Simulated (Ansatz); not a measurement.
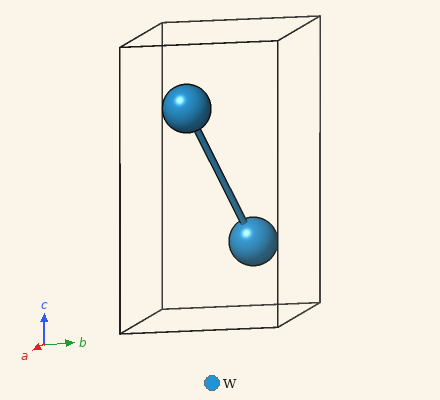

W (P6_3/mmc, No. 194): coordinates from a relaxation with DFT, LDA (PW92), plane waves (420 eV) with PAW, scalar-relativistic (Ansatz); the starting structure was generated, so it need not be a known form of this composition.

```cif
data_structure
_symmetry_space_group_name_H-M 'P 1'
_symmetry_Int_Tables_number 1
_cell_length_a 2.7368
_cell_length_b 2.7368
_cell_length_c 4.8571
_cell_angle_alpha 90.000
_cell_angle_beta 90.000
_cell_angle_gamma 120.000
_cell_volume 31.51
loop_
_atom_site_label
_atom_site_type_symbol
_atom_site_fract_x
_atom_site_fract_y
_atom_site_fract_z
_atom_site_occupancy
W1 W 0.33333 0.66667 0.25000 1
W2 W 0.66667 0.33333 0.75000 1
```

Question: What will an iDPC-like image along [100] show? Simulated as the projected potential of neutral atoms (B = 0.3 Å²) blurred by a 1.22 Å probe, the thin-sample limit of integrated differential phase contrast. The speckle of an amorphous layer was added.

Answer: The columns repeat on a rectangular net of 2.37 × 4.86 Å (plane group p2mg). All columns are alike (W). The shortest distance between visible columns is 2.37 Å in projection. Along the beam the structure repeats every 2.74 Å.

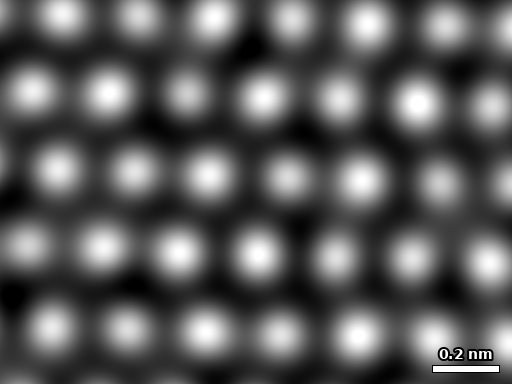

The simulated image.
